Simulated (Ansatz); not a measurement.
## Nudged elastic band, with input and output: Ta$_{16}$H (part 3 of 3)

Continued. System: Ta$_{16}$H (defect cell, 17 atoms in the cell). Method: DFT PBE, scalar-relativistic, plane waves, PAW, no spin polarisation (Ansatz 0.2.0); cutoff 420 eV, 3×3×3 k-mesh, Gaussian smearing of 0.1 eV. It belongs to a series of runs on one base structure; here: band between the two ends.

Geometry of the input (Å; fractional positions):
```
6.6200  0.0000  0.0000
0.0000  6.6200  0.0000
0.0000  0.0000  6.6200
Ta -0.0085  -0.0003  -0.0059
Ta 0.5094  -0.0003  -0.0059
Ta 0.0009  0.4997  0.0007
Ta -0.0004  -0.0003  0.5015
Ta 0.2504  0.2586  0.2551
Ta 0.5000  0.4997  0.0007
Ta 0.5012  -0.0003  0.5015
Ta 0.7504  0.2493  0.2486
Ta 0.0021  0.4997  0.5007
Ta 0.2504  0.7408  0.2552
Ta 0.2504  0.2506  0.7478
Ta 0.4987  0.4997  0.5007
Ta 0.7504  0.7502  0.2486
Ta 0.7504  0.2481  0.7486
Ta 0.2504  0.7489  0.7478
Ta 0.7504  0.7514  0.7485
H  0.2505  -0.0002  0.1245
```

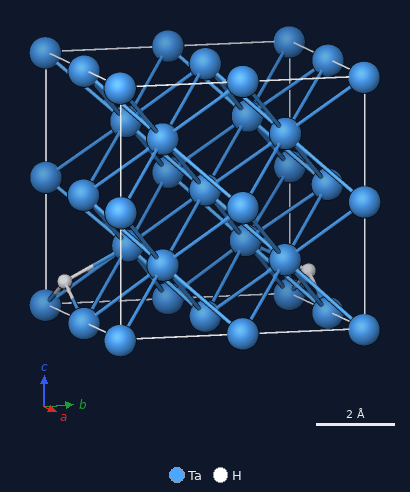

Figure 1. The starting structure (ball-and-stick view of the cell of the calculation, seen slightly off an axis).

Output, continued:
```
  k-point 2: bands = ["-48.5180", "-48.4782", "-48.4671", "-48.4574", "-48.4296", "-48.4119", "-48.4089", "-48.4003", "-48.3982", "-48.3965", "-48.3774", "-48.3753", "-48.3577", "-48.3394", "-48.3297", "-48.2962", "-15.6037", "-15.5606", "-15.5581", "-15.5397", "-15.5359", "-15.5342", "-15.3799", "-15.3550", "-15.3475", "-15.3061", "-15.3034", "-15.2955", "-15.2832", "-15.2417", "-15.2364", "-15.2260", "-15.0905", "-15.0796", "-15.0247", "-15.0087", "-14.9458", "-14.9103", "-14.9049", "-14.8951", "-14.8609", "-14.8600", "-14.8524", "-14.8442", "-14.8395", "-14.8328", "-14.8228", "-14.7611", "-14.7599", "-14.7116", "-14.7071", "-14.6949", "-14.6933", "-14.6682", "-14.6673", "-14.5763", "-14.5499", "-14.5442", "-14.5342", "-14.5316", "-14.5292", "-14.5190", "-14.5107", "-14.4985", "10.5167", "12.0611", "13.2338", "14.4046", "14.4443", "14.4686", "14.4786", "14.8122", "14.8161", "14.8381", "14.8595", "14.8678", "15.1020", "15.1489", "15.6078", "16.0631", "16.0670", "16.3384", "16.8028", "16.8719", "16.8743", "16.9800", "17.0612", "17.3867", "17.3943", "17.4408", "17.4695", "17.5941", "17.6079", "17.6339", "18.1448", "18.2083", "18.3736", "18.5620", "18.5939", "18.6200", "18.6488", "18.8182", "18.8220", "18.8677", "19.2238", "19.2440", "19.2601", "19.2782", "19.4071", "19.4145", "19.5741", "19.5985", "20.3848", "20.5026", "20.6071", "20.6266", "20.6695", "21.0366", "21.0802", "21.5849", "21.7574", "21.8456", "21.8587", "21.8788", "22.5677", "22.6205"]
  k-point 13: bands = ["-48.5008", "-48.4868", "-48.4681", "-48.4548", "-48.4417", "-48.4246", "-48.4174", "-48.4057", "-48.3908", "-48.3856", "-48.3800", "-48.3710", "-48.3483", "-48.3343", "-48.3293", "-48.3027", "-15.5226", "-15.4832", "-15.4723", "-15.4326", "-15.4227", "-15.3999", "-15.3954", "-15.3835", "-15.3708", "-15.3619", "-15.3255", "-15.3113", "-15.3007", "-15.2848", "-15.2005", "-15.1764", "-15.1631", "-15.1590", "-15.1457", "-15.1389", "-15.1101", "-15.0865", "-15.0763", "-14.9483", "-14.9210", "-14.8193", "-14.7880", "-14.7710", "-14.7697", "-14.7609", "-14.7554", "-14.7406", "-14.7309", "-14.6958", "-14.6922", "-14.6884", "-14.6372", "-14.6329", "-14.6183", "-14.6054", "-14.5597", "-14.5481", "-14.5424", "-14.5388", "-14.5334", "-14.5218", "-14.5167", "-14.4971", "10.9614", "12.6646", "13.6095", "13.6492", "14.0220", "14.4492", "14.4561", "15.0112", "15.6355", "15.6583", "15.7308", "15.8314", "15.8693", "16.0092", "16.1344", "16.2042", "16.2268", "16.3927", "16.4689", "16.5033", "16.8842", "17.0648", "17.1516", "17.2468", "17.2913", "17.4011", "17.4638", "17.4824", "17.4922", "17.5453", "17.6482", "17.6877", "17.7583", "17.8116", "17.8614", "17.8760", "17.9022", "17.9194", "17.9656", "18.0081", "18.0499", "18.1177", "18.2944", "18.3160", "18.3491", "18.3661", "18.4329", "19.2971", "21.2326", "21.3598", "21.5055", "21.5299", "21.5805", "21.6716", "21.6815", "21.7008", "21.7431", "21.7892", "22.2242", "22.2882", "22.3991", "22.4572"]
this run last wrote the band of iteration 4 to [file]
--- NEB band (7 images, 4 band iterations, 365 SCF iterations) ---
  forward barrier  = 0.192381 eV
  backward barrier = 0.192385 eV
  lagrangian_above_aufbau_ev (what the smearing adds, to first order; not taken off the barriers): saddle image -0.088727 eV, end points -0.095787 and -0.095770 eV
  climbing image's point = of a kind that is not told: the force calls were inconclusive, a negative curvature could not be distinguished from the path's own, the only one lies far off the path, or fixed occupations may fill a level only in part (lowest curvatures found: -2.58 and 5.12 eV/Å²)
  energies are F+E_penalty+E_count in eV, relative to image 0
  image     s (Å)  Δ vs image 0  max|band force component| (eV/Å)
      0    0.0000      0.000000                                 —
      1    0.1959      0.048310                          7.077e-3
      2    0.3923      0.145556                          1.437e-2
  *   3    0.5890      0.192381                          1.370e-2
      4    0.7851      0.145823                          1.391e-2
      5    0.9812      0.048763                          7.079e-3
      6    1.1768     -0.000004                                 —
  climbing-image geometry (image 3):
  cell:  # Å, volume = 290.1175 Å³
    - [6.62, 0.0, 0.0]
    - [0.0, 6.62, 0.0]
    - [0.0, 0.0, 6.62]
  atoms:
    - { symbol: Ta, position: [-0.008638534203326761, 0.00018849249649056194, -0.00902414303416459] }
    - { symbol: Ta, position: [0.5013347925310954, 0.00018924866476224516, -0.00160413056170589] }
    - { symbol: Ta, position: [-0.0009677566119685563, 0.5001896826823343, -0.00135309955343042] }
    - { symbol: Ta, position: [-0.0012207788809314101, 0.00018921977543152917, 0.5009463645367168] }
    - { symbol: Ta, position: [0.2536527554365716, 0.26557816887358, 0.2532629734012026] }
    - { symbol: Ta, position: [0.5004610395674186, 0.5001896845193448, 0.00027678322694211116] }
    - { symbol: Ta, position: [0.5011182537061151, 0.00018939587175868715, 0.5007323709696624] }
    - { symbol: Ta, position: [0.749341298550157, 0.24960996315273848, 0.24884820327839874] }
    - { symbol: Ta, position: [0.0006617004627085999, 0.5001897900058689, 0.5000753144786043] }
    - { symbol: Ta, position: [0.2536533320955213, 0.7347985891183123, 0.25326287751737253] }
    - { symbol: Ta, position: [0.24923010986209665, 0.2496096747423218, 0.748958243916452] }
    - { symbol: Ta, position: [0.5017832925983544, 0.5001891954804538, 0.5013973948228517] }
    - { symbol: Ta, position: [0.7493407516018687, 0.7507674099319969, 0.24884831642110494] }
    - { symbol: Ta, position: [0.7485809001511141, 0.24650207026188303, 0.7481960968148068] }
    - { symbol: Ta, position: [0.24923075397304842, 0.7507678289289218, 0.7489575368476226] }
    - { symbol: Ta, position: [0.7485810117248968, 0.7538791191794567, 0.7481959789038698] }
    - { symbol: H, position: [0.1922678124352593, 0.00018797631434404978, 0.1918592680136933] }
```

The last band as extended XYZ (Å, eV, eV/Å):
```
17
Lattice="6.6200 0.0000 0.0000 0.0000 6.6200 0.0000 0.0000 0.0000 6.6200" Properties=species:S:1:pos:R:3:forces:R:3 image=0 energy=-158931.96179
Ta   -0.0565   -0.0018   -0.0388    0.0054   0.0001   0.0059
Ta    3.3720   -0.0017   -0.0390   -0.0038   0.0001   0.0055
Ta    0.0057    3.3083    0.0046   -0.0087  -0.0005  -0.0131
Ta   -0.0027   -0.0017    3.3197   -0.0098  -0.0004  -0.0115
Ta    1.6576    1.7121    1.6890    0.0002  -0.0037  -0.0065
Ta    3.3097    3.3083    0.0045    0.0084   0.0000  -0.0131
Ta    3.3180   -0.0017    3.3198    0.0096  -0.0004  -0.0117
Ta    4.9676    1.6501    1.6458    0.0003   0.0100   0.0125
Ta    0.0137    3.3083    3.3148   -0.0096   0.0000  -0.0121
Ta    1.6576    4.9043    1.6891    0.0004   0.0067  -0.0076
Ta    1.6576    1.6589    4.9505    0.0002   0.0080   0.0120
Ta    3.3013    3.3083    3.3149    0.0120  -0.0001  -0.0123
Ta    4.9676    4.9665    1.6458   -0.0002  -0.0099   0.0128
Ta    4.9678    1.6423    4.9554   -0.0006   0.0099   0.0117
Ta    1.6576    4.9577    4.9504    0.0002  -0.0081   0.0122
Ta    4.9677    4.9743    4.9554   -0.0005  -0.0101   0.0121
H     1.6583   -0.0016    0.8239   -0.0034  -0.0016   0.0033
17
Lattice="6.6200 0.0000 0.0000 0.0000 6.6200 0.0000 0.0000 0.0000 6.6200" Properties=species:S:1:pos:R:3:forces:R:3 image=1 energy=-158931.91348
Ta   -0.0569   -0.0007   -0.0465   -0.0165   0.0000   0.0348
Ta    3.3296   -0.0007   -0.0176    0.0096   0.0000  -0.0019
Ta    0.0004    3.3093   -0.0087   -0.0108   0.0000   0.0266
Ta   -0.0074   -0.0007    3.3196   -0.0191   0.0000   0.0244
Ta    1.6614    1.7387    1.6899   -0.0443  -0.0236   0.0305
Ta    3.3122    3.3093   -0.0012   -0.0255   0.0000   0.0172
Ta    3.3196   -0.0007    3.3149   -0.0133   0.0000   0.0276
Ta    4.9676    1.6502    1.6415   -0.0141   0.0041   0.0151
Ta    0.0091    3.3093    3.3126   -0.0192   0.0000   0.0190
Ta    1.6614    4.8799    1.6899   -0.0443   0.0236   0.0305
Ta    1.6565    1.6555    4.9509   -0.0164   0.0072   0.0148
Ta    3.3180    3.3093    3.3151   -0.0341   0.0000   0.0112
Ta    4.9676    4.9683    1.6415   -0.0141  -0.0041   0.0151
Ta    4.9603    1.6339    4.9549   -0.0117   0.0042   0.0191
Ta    1.6565    4.9630    4.9509   -0.0164  -0.0072   0.0148
Ta    4.9603    4.9846    4.9549   -0.0117  -0.0043   0.0191
H     1.5532   -0.0007    0.9827    0.3020   0.0000  -0.3180
17
Lattice="6.6200 0.0000 0.0000 0.0000 6.6200 0.0000 0.0000 0.0000 6.6200" Properties=species:S:1:pos:R:3:forces:R:3 image=2 energy=-158931.81623
Ta   -0.0591    0.0003   -0.0545   -0.0180   0.0000   0.0234
Ta    3.3172    0.0003   -0.0100   -0.0150   0.0000   0.0087
Ta   -0.0030    3.3103   -0.0113   -0.0104   0.0000   0.0192
Ta   -0.0088    0.0003    3.3191   -0.0176   0.0000   0.0285
Ta    1.6700    1.7528    1.6851   -0.0412   0.0047   0.0336
Ta    3.3133    3.3103   -0.0007   -0.0238   0.0000   0.0118
Ta    3.3194    0.0003    3.3140   -0.0105   0.0000   0.0267
Ta    4.9650    1.6510    1.6436   -0.0073   0.0033   0.0087
Ta    0.0077    3.3103    3.3108   -0.0185   0.0000   0.0191
Ta    1.6700    4.8677    1.6851   -0.0412  -0.0047   0.0336
Ta    1.6541    1.6534    4.9539   -0.0123   0.0065   0.0144
Ta    3.3235    3.3103    3.3171   -0.0274   0.0000   0.0146
Ta    4.9650    4.9695    1.6436   -0.0074  -0.0032   0.0087
Ta    4.9573    1.6319    4.9533   -0.0169  -0.0031   0.0185
Ta    1.6541    4.9671    4.9539   -0.0123  -0.0065   0.0144
Ta    4.9573    4.9886    4.9533   -0.0169   0.0031   0.0185
H     1.4155    0.0003    1.1281    0.2967   0.0000  -0.3026
17
Lattice="6.6200 0.0000 0.0000 0.0000 6.6200 0.0000 0.0000 0.0000 6.6200" Properties=species:S:1:pos:R:3:forces:R:3 image=4 energy=-158931.81597
Ta   -0.0528    0.0022   -0.0623    0.0239   0.0000  -0.0183
Ta    3.3209    0.0022   -0.0120    0.0282   0.0000  -0.0176
Ta   -0.0094    3.3122   -0.0063    0.0191   0.0000  -0.0102
Ta   -0.0082    0.0022    3.3140    0.0092   0.0000  -0.0152
Ta    1.6869    1.7548    1.6668    0.0339   0.0043  -0.0413
Ta    3.3127    3.3122    0.0045    0.0189   0.0000  -0.0183
Ta    3.3159    0.0022    3.3161    0.0264   0.0000  -0.0104
Ta    4.9558    1.6553    1.6508    0.0140   0.0068  -0.0122
Ta    0.0012    3.3122    3.3101    0.0116   0.0000  -0.0235
Ta    1.6869    4.8697    1.6668    0.0339  -0.0043  -0.0413
Ta    1.6454    1.6530    4.9617    0.0088   0.0033  -0.0074
Ta    3.3190    3.3122    3.3202    0.0144   0.0000  -0.0272
Ta    4.9558    4.9692    1.6508    0.0140  -0.0068  -0.0122
Ta    4.9551    1.6339    4.9541    0.0183  -0.0029  -0.0168
Ta    1.6454    4.9715    4.9617    0.0088  -0.0033  -0.0074
Ta    4.9551    4.9906    4.9541    0.0183   0.0029  -0.0168
H     1.1303    0.0022    1.4118   -0.3017   0.0001   0.2962
17
Lattice="6.6200 0.0000 0.0000 0.0000 6.6200 0.0000 0.0000 0.0000 6.6200" Properties=species:S:1:pos:R:3:forces:R:3 image=5 energy=-158931.91303
Ta   -0.0454    0.0032   -0.0608    0.0352   0.0000  -0.0167
Ta    3.3207    0.0032   -0.0114    0.0243   0.0000  -0.0192
Ta   -0.0076    3.3132   -0.0035    0.0266   0.0000  -0.0107
Ta   -0.0164    0.0032    3.3256   -0.0014   0.0000   0.0091
Ta    1.6910    1.7427    1.6575    0.0308  -0.0237  -0.0444
Ta    3.3138    3.3132    0.0052    0.0190   0.0000  -0.0191
Ta    3.3160    0.0032    3.3157    0.0275   0.0000  -0.0133
Ta    4.9521    1.6594    1.6525    0.0146   0.0074  -0.0164
Ta   -0.0001    3.3132    3.3083    0.0172   0.0000  -0.0255
Ta    1.6910    4.8837    1.6575    0.0308   0.0236  -0.0444
Ta    1.6426    1.6542    4.9637    0.0152   0.0041  -0.0142
Ta    3.3162    3.3132    3.3141    0.0111   0.0000  -0.0340
Ta    4.9521    4.9670    1.6525    0.0146  -0.0074  -0.0164
Ta    4.9560    1.6378    4.9564    0.0191   0.0044  -0.0118
Ta    1.6426    4.9723    4.9637    0.0152  -0.0041  -0.0142
Ta    4.9560    4.9886    4.9564    0.0191  -0.0044  -0.0118
H     0.9846    0.0032    1.5486   -0.3188   0.0001   0.3032
17
Lattice="6.6200 0.0000 0.0000 0.0000 6.6200 0.0000 0.0000 0.0000 6.6200" Properties=species:S:1:pos:R:3:forces:R:3 image=6 energy=-158931.96179
Ta   -0.0386    0.0041   -0.0611    0.0068   0.0005   0.0038
Ta    3.3202    0.0042   -0.0074   -0.0113  -0.0001  -0.0090
Ta    0.0052    3.3142    0.0011   -0.0149  -0.0003  -0.0079
Ta   -0.0385    0.0041    3.3671    0.0072   0.0001  -0.0052
Ta    1.6896    1.7182    1.6531   -0.0066  -0.0034  -0.0006
Ta    3.3151    3.3142    0.0092   -0.0112   0.0004  -0.0099
Ta    3.3202    0.0042    3.3135   -0.0116  -0.0003   0.0086
Ta    4.9510    1.6647    1.6530    0.0107   0.0095   0.0003
Ta    0.0051    3.3142    3.3050   -0.0143   0.0003   0.0077
Ta    1.6895    4.9105    1.6531   -0.0062   0.0024  -0.0001
Ta    1.6460    1.6561    4.9630    0.0150   0.0083   0.0006
Ta    3.3152    3.3142    3.2971   -0.0114   0.0003   0.0081
Ta    4.9509    4.9636    1.6530    0.0111  -0.0084   0.0004
Ta    4.9559    1.6482    4.9630    0.0115   0.0096   0.0002
Ta    1.6461    4.9722    4.9631    0.0132  -0.0077  -0.0001
Ta    4.9559    4.9800    4.9630    0.0115  -0.0086   0.0004
H     0.8251    0.0048    1.6526    0.0005  -0.0027   0.0028
```

Key numbers:

| quantity | value |
| --- | --- |
| outcome | converged |
| barrier, forward | 0.192 eV |
| barrier, backward | 0.192 eV |
| electrons treated | 209 |
| wall time | 8.5 min (CPU time 31 min) |
| peak memory | 2.8 GiB |

Spin–orbit coupling is left out, which matters for Ta.
